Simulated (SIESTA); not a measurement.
## Energy of Ta along an even scaling of the cell

System: Ta (Im-3m, 1 atom in the cell).
Method: Kohn-Sham DFT of a periodic cell, PBEsol, PseudoDojo 0.4 standard, converted to PSML, no spin polarisation (SIESTA 5.4.2).

The 7 runs differ only in the geometry, by an even scaling of the cell at fixed fractional positions. The structure derives from an entry of the Crystallography Open Database.

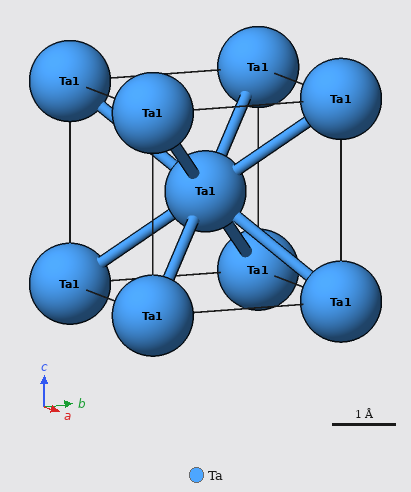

Figure 1. The structure of run 4 (ball-and-stick view of the cell 2 times as large as that of the calculation, set on its symmetry axes, seen slightly off an axis; atoms are numbered from 1 in the order of the input). An atom can appear more than once, as a periodic image.

### Input of run 4
```
SystemName                      Ta
SystemLabel                     Ta
NumberOfSpecies                 1
NumberOfAtoms                   1
%block ChemicalSpeciesLabel
  1  73 Ta
%endblock ChemicalSpeciesLabel

LatticeConstant                 1.0 Ang
%block LatticeVectors
    -1.6512800000     1.6512800000     1.6512800000
     1.6512800000    -1.6512800000     1.6512800000
     1.6512800000     1.6512800000    -1.6512800000
%endblock LatticeVectors
AtomicCoordinatesFormat         Fractional
%block AtomicCoordinatesAndAtomicSpecies
     0.0000000000     0.0000000000     0.0000000000  1  Ta
%endblock AtomicCoordinatesAndAtomicSpecies

%block kgrid.MonkhorstPack
   11   0   0  0.0
    0  11   0  0.0
    0   0  11  0.0
%endblock kgrid.MonkhorstPack
XC.Functional                   GGA
XC.Authors                      PBEsol
PAO.BasisSize                   DZP
PAO.EnergyShift                 0.003 Ry
Mesh.Cutoff                     800 Ry
OccupationFunction              FD
ElectronicTemperature           0.05 eV
MaxSCFIterations                120
SCF.MustConverge                false
SCF.Mixer.Method                Pulay
SCF.Mixer.Weight                0.25
SCF.Mixer.History               8
SCF.DM.Tolerance                5.0e-05
SCF.H.Tolerance                 1.0e-03 eV
WriteForces                     true
Charge.Mulliken                 end
%block PAO.Basis
  Ta 5
  n=5 0 2
    3.138 0.000
  n=6 0 2
    7.687 0.000
  n=5 1 2
    3.782 0.000
  n=6 1 1
    7.687
  n=5 2 2
    7.138 0.000
%endblock PAO.Basis
```

Command:
```bash
siesta < Ta.fdf > Ta.out 2>&1
```

Run 2 differs from it as follows:
```diff
-    -1.6512800000     1.6512800000     1.6512800000
-     1.6512800000    -1.6512800000     1.6512800000
-     1.6512800000     1.6512800000    -1.6512800000
+    -1.6289626696     1.6289626696     1.6289626696
+     1.6289626696    -1.6289626696     1.6289626696
+     1.6289626696     1.6289626696    -1.6289626696
```

### Results, with one run withheld

```csv
run,volume per atom (Å³),"free energy per atom, from the lowest run given (meV)",pressure (GPa)
1,16.930,24.22,10.75
2,17.290,?,?
3,17.650,0.00,0.45
4,18.010,3.92,−3.87
5,18.371,17.00,−7.70
6,18.731,38.51,−11.27
7,19.091,67.29,−14.25
```

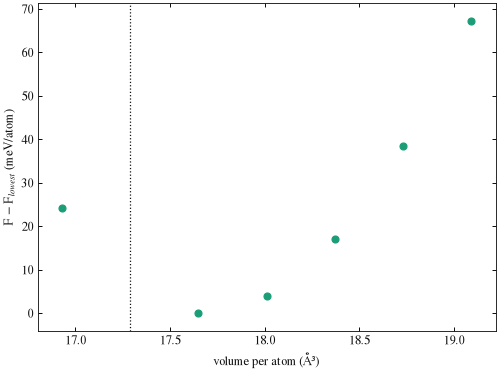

Figure 2. Free energy per atom of the runs given; the dotted line marks run 2.

What should run 2 give?

A cubic polynomial in V^(−2/3) (the Birch–Murnaghan form), fitted to the 6 runs given, misses them by at most 0.06 meV per atom. With x = V^(−2/3) − 0.14502 Å⁻², it reads F = 6.5761 − 5788.7 x + 1.2605e+06 x² + 1.4131e+06 x³ (meV per atom). At run 2 it gives 6.38 meV per atom, and the run itself gives 6.27. The slope of the fit gives a pressure −dF/dV of 5.30 GPa there, and the run prints 5.31 GPa. The fit has its minimum at 17.687 Å³ per atom, where V d²F/dV² gives 222 GPa: the bulk modulus at this level, since symmetry fixes the shape and the positions.

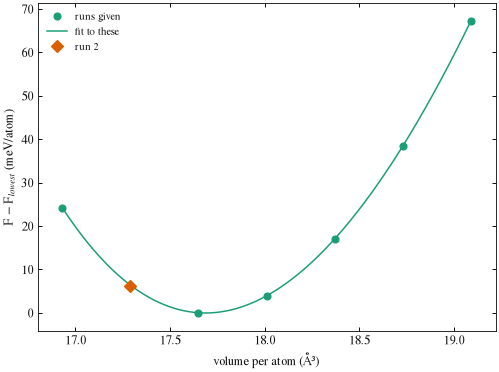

Figure 3. The fit and the withheld run.

### Some lines of the output (run 2)
```
[...]
outcell: Cell volume (Ang**3)        :     17.2899
stepf: Fermi-Dirac step function
siesta: Etot    =     -1770.349420
siesta: FreeEng =     -1770.357824
        iscf     Eharris(eV)        E_KS(eV)     FreeEng(eV)     dDmax    Ef(eV) dHmax(eV)
siesta: E_KS(eV) =            -1770.6720
siesta: E_KS - E_eggbox =     -1770.6720
siesta: Etot    =     -1770.672002
siesta: FreeEng =     -1770.678801
siesta:         Fermi =      -5.130693
siesta: Cell volume =         17.289936 Ang**3
    Orbital volume contribution        =           1.260308 eV
```

Notes: Points of doubt noted for this run: mulliken charges of long orbitals. Spin–orbit coupling is left out, which matters for Ta. With a small basis of atomic orbitals these values can differ much from converged plane-wave results.
